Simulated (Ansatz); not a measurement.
Consider TiAl (slab).

The calculation's input:

```
crystal:
  lattice:
    - [2.810562101, 0.0, 0.0]
    - [0.0, 4.9420127935, 0.0]
    - [0.0, 0.0, 24.2471934301]
  atoms:
    - { symbol: Ti, position: [0.0, 0.3234287638, 0.3093141489] }
    - { symbol: Al, position: [0.5, 0.8234287638, 0.3093141489] }
    - { symbol: Ti, position: [0.0, 0.6468575275, 0.4046570745] }
    - { symbol: Al, position: [0.5, 0.1468575275, 0.4046570745] }
    - { symbol: Ti, position: [0.0, 0.9702862913, 0.5] }
    - { symbol: Al, position: [0.5, 0.4702862913, 0.5] }
    - { symbol: Ti, position: [0.0, 0.2937150551, 0.5953429255] }
    - { symbol: Al, position: [0.5, 0.7937150551, 0.5953429255] }
    - { symbol: Ti, position: [0.0, 0.6171438188, 0.6906858511] }
    - { symbol: Al, position: [0.5, 0.1171438188, 0.6906858511] }
basis:
  ecutwfc: 500
kpoints:
  mp_grid: { grid: [12, 7, 1] }
hamiltonian:
  xc: r2scan
scf:
  occupations: { method: gaussian, width: 0.1 }
output:
  forces: true
  stress: true
  eigenvalues: true
  write_density: true
  write_potential: true
  elf: true
  volumetric_format: npy
efield:
  axis: 3
  dipole_correction: true
  ramp_width: 0.04
```

Launched as:

```sh
ansatz run input.yaml --threads 1 --pin off --max-ram 2560MiB --backend cpu --events-out ev --progress --plain --runs-dir out
```

Not relaxed (largest force 0.4 eV/Å); computed without spin polarisation.

These are results of DFT r2SCAN, scalar-relativistic, plane waves, PAW (Ansatz 0.2.0), not measurements.

> What will maps of the valence pseudo-density and electron localisation function show?

Ti–Al (2.84 Å): ρ at the midpoint is about 0.2 e/Å³; the ELF is about 0.40 at the midpoint.

> Metal or insulator at this level of theory?

It is metallic or semimetallic at this level of theory: no gap opens.

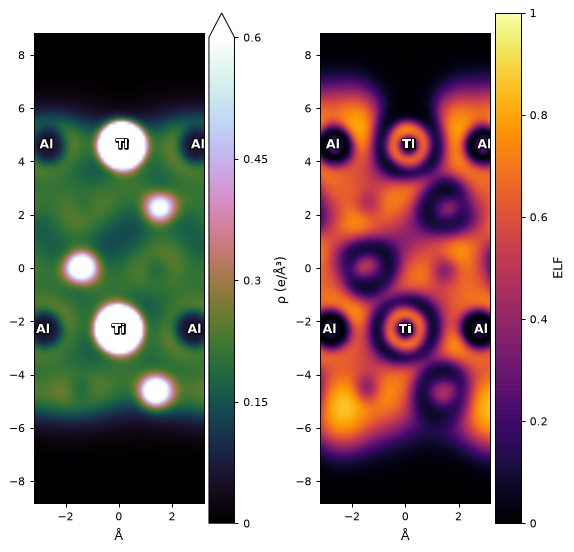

Computed valence pseudo-density and electron localisation function on the (110) plane of the calculation cell, a cut from vacuum to vacuum, in this order. Atoms just off the plane (Ti, 0.8 Å away and Al, 0.8 Å away) can leave unmarked features too.

In a PAW calculation such maps are meaningful between the atoms, not at the nuclei.
